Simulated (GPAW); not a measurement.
# BAs (honeycomb bilayer): one start, several treatments of the self-energy

How much does the gap of BAs (honeycomb bilayer) depend on the approximation to the self-energy?

Calculated with GPAW 26.7.0; LDA and many-body steps on it, plane waves.

## 1. Set-up

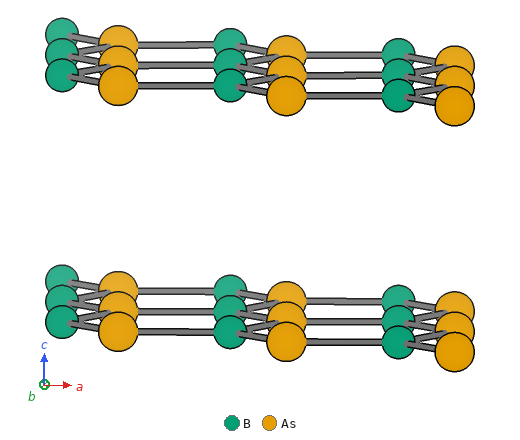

The cell as given, nearly edge on (boron teal, arsenic orange). 3×3×1 cells are drawn.

The cell holds 4 atoms: 2 B and 2 As. Its edges and angles: a = 3.345 Å, b = 3.345 Å, c = 14.600 Å, α = 90.0°, β = 90.0°, γ = 120.0°. It derives from BAs. Vacuum lies along c.

Structure file:

```xyz
4
Lattice="3.3453 0.0000 0.0000 -1.6727 2.8972 0.0000 0.0000 0.0000 14.6000" Properties=species:S:1:pos:R:3
B     0.0000    1.9314    5.1639
As    1.6727    0.9657    5.1716
B     0.0000    1.9314    9.4361
As    1.6727    0.9657    9.4284
```

The structure was relaxed with LDA. The runs that relaxed it are not among those shown.

## 2. Empty states on the mesh, 12×12×1 mesh, 239 bands

This step: GPAW 26.7.0; DFT, LDA, plane waves, PAW.

The sums over transitions need many empty states on a uniform mesh; this step solves for them.

run.py

```python
import json
import numpy as np
from gpaw.mpi import world
from gpaw import GPAW

calc = GPAW('gs.gpw').fixed_density(kpts={'size': (12, 12, 1), 'gamma': True},
    nbands=278,
    convergence={'bands': 239},
    update_fermi_level=True,
    txt='nscf.txt')
calc.write('full.gpw', mode='all')
res = {}
kpts = calc.get_ibz_k_points()
res['kpts'] = kpts
res['eigenvalues'] = [calc.get_eigenvalues(kpt=k) for k in range(len(kpts))]
res['n_electrons'] = calc.get_number_of_electrons()

if world.rank == 0:
    with open('result.json', 'w') as f:
        json.dump(res, f, default=lambda x: x.tolist())
```

Started as:

```console
$ mpirun -n 8 gpaw python run.py
```

Output:

```text
Diagonalizing LCAO Hamiltonian
Converting LCAO to pw mode
convergence criteria:
- Maximum integral of absolute [eigenst]ate change: 4e-08 eV^2 / valence electron
maximum number of iterations: 100

SCF iterations
|iter     |     time |      energy | eigst |  dens |
|iter:   1|  |             | +4.81 |       |
|iter:   2|  |             | +3.63 |       |
|iter:   3|  |             | +2.54 |       |
[...]
|iter:  15|  |             | -6.85 |       |
|iter:  16|  |             | -7.12 |       |
|iter:  17|  |             | -7.45c|       |
SCF steps: 17
  __  _  _
 | _ |_)|_||  |
 |__||  | ||/\| - 26.7.0

Input parameters:
  mode=PW(ecut=600.0),
  convergence={'bands': 239},
  gpts=array([20, 20, 84]),
  kpts=MonkhorstPack(size=(12, 12, 1), gamma=True),
  maxiter=100,
  nbands=278,
  occupations=Occupations(name='fermi-dirac', width=0.001, fixmagmom=False),
  parallel={},
  xc=XC(name='LDA')
# Writing to full.gpw (mode='all')
  [... matrices ...]

timing:  # [seconds]
  Total: 0.536  # ━━━━━━━━━━━━━━━━━━━━━━━━━━━━━━━━━━━━━━━━━━━━━━━━━━━━━━━━━━━
```

Elapsed: 3.4 min, on 8 MPI ranks of Arm Neoverse V1, shared host; peak memory 2 GiB.

This step gave:

```yaml
gap: 0.1721 eV
k_of_the_valence_top: 0.3333, 0.3333, 0
k_of_the_conduction_bottom: 0.3333, 0.3333, 0
least_direct_gap: 0.1721 eV
k_points_computed: 19
lowest_point_of_the_top_converged_band_above_the_valence_top: 75.6663 eV
```

On this mesh the gap is 0.172 eV.

## 3. One-shot HSE06

This step: one-shot HSE06 levels on LDA orbitals, plane waves, PAW.

run.py

```python
import json
import numpy as np
from gpaw.mpi import world
from gpaw.hybrids.eigenvalues import non_self_consistent_eigenvalues

dft, vxc, vxc_hyb = non_self_consistent_eigenvalues('full.gpw', 'HSE06', 6, 10, kpt_indices=[0, 9])
res = {'dft': dft[0], 'hybrid': (dft - vxc + vxc_hyb)[0]}
if world.rank == 0:
    with open('hybrid.txt', 'w') as f:
        for k, e0, e1 in zip([0, 9], res['dft'], res['hybrid']):
            print(k, ' '.join(f'{x:9.4f}' for x in e0), '|', ' '.join(f'{x:9.4f}' for x in e1), file=f)

if world.rank == 0:
    with open('result.json', 'w') as f:
        json.dump(res, f, default=lambda x: x.tolist())
```

Started as:

```console
$ mpirun -n 8 gpaw python run.py
```

Output:

```text
IBZ(<points: 19, symmetries: 12>)
Occupied bands: 8
Transforming wave functions from IBZ to BZ: 0.143 seconds
Distributing wave functions and iFFT-ing to real space: 0.455 seconds
Calculating eigenvalues:
  k-points: 2
  Bands: 6-9 (inclusive)
  Seconds: 1.745 (wave-function broadcasting: 0.019 seconds)
HSE06-eigenvalue shifts:
  min: -0.291 eV
  ave: 0.217 eV
  max: 0.907 eV
```

It took 8.2 s on 8 MPI ranks; peak memory 2.3 GiB.

This step gave:

```yaml
starting_gap_on_the_mesh: 0.1721 eV
hybrid_gap_on_the_mesh: 0.4606 eV
least_direct_hybrid_gap_on_the_computed_points: 0.4606 eV
```

## 4. GLLB-SC, self-consistent

This step: DFT, GLLB-SC with its derivative discontinuity, plane waves, PAW.

run.py

```python
import json
import numpy as np
from gpaw.mpi import world
from ase import Atoms
from gpaw import GPAW, PW, FermiDirac

atoms = Atoms(['B', 'As', 'B', 'As'],
    cell=[[3.3453436593, 0.0000000000, 0.0000000000],
      [-1.6726718296, 2.8971525933, 0.0000000000],
      [0.0000000000, 0.0000000000, 14.6000000000]],
    scaled_positions=[[0.3333333333, 0.6666666667, 0.3536925651],
      [0.6666666667, 0.3333333333, 0.3542175231],
      [0.3333333333, 0.6666666667, 0.6463074349],
      [0.6666666667, 0.3333333333, 0.6457824769]],
    pbc=(True, True, False))
calc = GPAW(mode=PW(600),
    xc='GLLBSC',
    kpts={'size': (12, 12, 1), 'gamma': True},
    occupations=FermiDirac(0.001),
    nbands=-8,
    convergence={'bands': -3},
    maxiter=120,
    txt='gllbsc.txt')
atoms.calc = calc
atoms.get_potential_energy()
homo, lumo = calc.get_homo_lumo()
response = calc.hamiltonian.xc.response
dxc_pot = response.calculate_discontinuity_potential(homo, lumo)
ks_gap, dxc = response.calculate_discontinuity(dxc_pot)
res = {'ks_gap': ks_gap, 'dxc': dxc}

if world.rank == 0:
    with open('result.json', 'w') as f:
        json.dump(res, f, default=lambda x: x.tolist())
```

Started as:

```console
$ mpirun -n 8 gpaw python run.py
```

Output:

```text
[banner, memory and clock lines left out]
___ ___ ___ _ _ _
 |   |   |_  | | | |
 | | | | | . | | | |
 |__ |  _|___|_____|  26.7.0
 |___|_|

Input parameters:
  convergence: {bands: -3}
  kpts: {gamma: True,
         size: (12, 12, 1)}
  maxiter: 120
  mode: {ecut: 600.0,
         name: pw}
  nbands: -8
  occupations: {fixmagmom: False,
                name: fermi-dirac,
                width: 0.001}
  xc: GLLBSC

System changes: positions, numbers, cell, pbc, initial_charges, initial_magmoms

Initialize ...

species:
  B:
    name:    Boron
    Z:       5.0
    valence: 3
    core:    2
    charge:  0.0  # [|e|]
    compensation charges:
      type: gauss
      rc: 0.20  # [Å]
      lmax: 2
    cutoffs:
      filter: 1.14  # [Å]
      core: 1.38  # [Å]
    projectors
    | kind |    occ | energy [eV] | rcut [Å] |
    |   2s |  2.000 |     -10.319 |    0.635 |
    |   2p |  1.000 |      -4.115 |    0.635 |
    |    s |        |      16.892 |    0.635 |
    |    p |        |      23.096 |    0.635 |
    |    d |        |       0.000 |    0.635 |

    Using partial waves for B as LCAO basis

  As:
    name:    Arsenic
    Z:       33.0
    valence: 5
    core:    28
    charge:  0.0  # [|e|]
    compensation charges:
      type: gauss
      rc: 0.33  # [Å]
      lmax: 2
    cutoffs:
      filter: 1.87  # [Å]
      core: 2.96  # [Å]
    projectors
    | kind |    occ | energy [eV] | rcut [Å] |
    |   4s |  2.000 |     -16.478 |    1.058 |
    |   4p |  3.000 |      -7.456 |    1.058 |
    |    s |        |      10.734 |    1.058 |
    |    p |        |      19.755 |    1.058 |
    |    d |        |       0.000 |    1.058 |

    Using partial waves for As as LCAO basis

Reference energy: -124249.004131  # eV

Spin-paired calculation

Convergence criteria:
 Maximum [total energy] change in last 3 cyles: 0.0005 eV / valence electron
 Maximum integral of absolute [dens]ity change: 0.0001 electrons / valence electron
 Maximum integral of absolute [eigenst]ate change: 4e-08 eV^2 / valence electron
 Maximum number of scf [iter]ations: 120
 (Square brackets indicate name in SCF output, whereas a 'c' in
 the SCF output indicates the quantity has converged.)
  [... matrices ...]
Symmetries present (total): 12

  [... matrices ...]
144 k-points: 12 x 12 x 1 Monkhorst-Pack grid + [1/24,1/24,0.000000]
19 k-points in the irreducible part of the Brillouin zone
       k-points in crystal coordinates                weights
   0:    -0.00000000   -0.00000000    0.00000000          1/144
   1:     0.08333333   -0.00000000    0.00000000          6/144
   2:     0.16666667   -0.08333333    0.00000000          6/144
   3:     0.16666667   -0.00000000    0.00000000          6/144
   4:     0.25000000   -0.08333333    0.00000000         12/144
   5:     0.25000000   -0.00000000    0.00000000          6/144
   6:     0.33333333   -0.16666667    0.00000000          6/144
   7:     0.33333333   -0.08333333    0.00000000         12/144
   8:     0.33333333   -0.00000000    0.00000000          6/144
   9:     0.33333333    0.33333333    0.00000000          2/144
          ...
  18:     0.50000000    0.50000000    0.00000000          3/144

Wave functions: Plane wave expansion
  Cutoff energy: 600.000 eV
  Number of coefficients (min, max): 4703, 4751
  Pulay-stress correction: 0.000000 eV/Ang^3 (de/decut=0.000000)
  Using FFTW library
  Wavefunction extrapolation:
    Improved wavefunction reuse through dual PAW basis

Occupation numbers: Fermi-Dirac:
  width: 0.0010  # eV

Eigensolver
   Davidson(niter=2)

Densities:
  Coarse grid: 20*20*84 grid
  Fine grid: 40*40*168 grid
  Total Charge: 0.000000

Density mixing:
  Method: separate
  Backend: msr1
  Linear mixing parameter: 0.05
  old densities: 10
  Width of damping distribution: 1.1
  Damping of long wavelength oscillations: 20

Hamiltonian:
  XC and Coulomb potentials evaluated on a 40*40*168 grid
  Using the GLLBSC Exchange-Correlation functional
  External potential:
    NoExternalPotential

XC parameters: GLLBSC functional being used consists of
  | Weight | Module     | Description                                   |
  |  1.000 | SCREENING  | GGA_X_PBE_SOL with 2 nearest neighbor stencil |
  |  1.000 | RESPONSE   | eps=0.0500 eV                                 |
  |  1.000 | XC         | GGA_C_PBE_SOL with 2 nearest neighbor stencil |

Memory estimate:

Total number of cores used: 8
Parallelization over k-points: 4
Domain decomposition: 1 x 1 x 2

Number of atoms: 4
Number of atomic orbitals: 16
Number of bands in calculation: 16
Number of valence electrons: 16
Bands to converge: 13

... initialized

Initializing position-dependent things.

Density initialized from atomic densities
Creating initial wave functions:
  16 bands from LCAO basis set

        B  As

        B  As

Atomic positions and initial magnetic moments

Positions:
   0 B     -0.000000    1.931435    5.163911    ( 0.0000,  0.0000,  0.0000)
   1 As     1.672672    0.965718    5.171576    ( 0.0000,  0.0000,  0.0000)
   2 B     -0.000000    1.931435    9.436089    ( 0.0000,  0.0000,  0.0000)
   3 As     1.672672    0.965718    9.428424    ( 0.0000,  0.0000,  0.0000)
  [... matrices ...]
Unit cell:
           periodic     x           y           z      points  spacing
  1. axis:    yes    3.345344    0.000000    0.000000    20     0.1449
  2. axis:    yes   -1.672672    2.897153    0.000000    20     0.1449
  3. axis:    no     0.000000    0.000000   14.600000    84     0.1738

  Lengths:   3.345344   3.345344  14.600000
  Angles:   90.000000  90.000000 120.000000

Effective grid spacing dv^(1/3) = 0.1615

iter:   1    -20.839142   +0.77
iter:   2    -22.862535   -0.52  -0.82
iter:   3    -22.141003   -0.44  -0.78
iter:   4    -22.320783   -0.92  -1.08
iter:   5    -22.477059   -0.93  -1.13
iter:   6    -22.466486   -1.49  -1.25
iter:   7    -22.631844   -1.67  -1.23
iter:   8    -22.466323   -1.78  -1.18
iter:   9    -22.384859   -2.06  -1.63
iter:  10    -22.393239   -2.69  -2.09
iter:  11    -22.399241   -2.97  -2.78
iter:  12    -22.398925c  -3.11  -2.69
iter:  13    -22.399259c  -3.40  -3.46
iter:  14    -22.400298c  -3.37  -3.36
iter:  15    -22.401026c  -3.45  -4.29c
iter:  16    -22.400321c  -3.61  -4.21c
iter:  17    -22.400247c  -3.97  -4.84c
iter:  18    -22.400306c  -4.14  -4.76c
iter:  19    -22.400320c  -4.03  -5.20c
iter:  20    -22.400296c  -4.26  -5.12c
[...]
iter:  52    -22.400286c  -6.50  -14.27c
iter:  53    -22.400286c  -6.86  -14.19c
iter:  54    -22.400286c  -7.17  -14.42c
iter:  55    -22.400286c  -7.40c -14.36c

Converged after 55 iterations.

Dipole moment: (2.829121, -1.633394, -0.000000) |e|*Ang

Energy contributions relative to reference atoms: (reference = -124249.004131)
  [... matrices ...]
Kinetic:        +79.420584
Potential:      -72.834830
External:        +0.000000
XC:             -29.232917
Entropy (-ST):   -0.000000
Local:           +0.246877
SIC:             +0.000000
Free energy:    -22.400286
Extrapolated:   -22.400286

GLLBSC response reference energy: -0.28936 eV (from HOMO)
  [... matrices ...]
Showing only first 2 kpts
 Kpt  Band  Eigenvalues  Occupancy
  0     6     -1.99263    2.00000
  0     7     -1.99260    2.00000
  0     8      3.33151    0.00000
  0     9      3.61620    0.00000

  1     6     -2.22907    2.00000
  1     7     -2.20703    2.00000
  1     8      3.49273    0.00000
  1     9      3.76622    0.00000

Fermi level: 0.03852

Gap: 0.351 eV
Transition (v -> c):
  (s=0, k=9, n=7, [0.33, 0.33, 0.00]) -> (s=0, k=9, n=8, [0.33, 0.33, 0.00])
No difference between direct/indirect transitions
```

The job ended after 33 s (8 MPI ranks; peak memory 1.4 GiB).

Numbers from this step:

```yaml
starting_gap_on_the_mesh: 0.3515 eV
derivative_discontinuity: 0.1707 eV
quasiparticle_gap_on_the_mesh: 0.5221 eV
```

(Continued in part 2 of 2.)

[Paths, hosts, dates, memory and timing lines, banners, echoed tables and standing remarks are left out of the program output.]

[Logs are printed without paths, hosts, clocks, repeated set-up lines and the standing remarks that a program may print on its own settings, such as how far it seeks lower states.]

[Runs of the session that timed out or met a known fault of the program may be left out.]

[Hosts, paths, dates, database ids (printed as entryN), source tags and the programs' standing remarks are cut or masked in the printed files.]
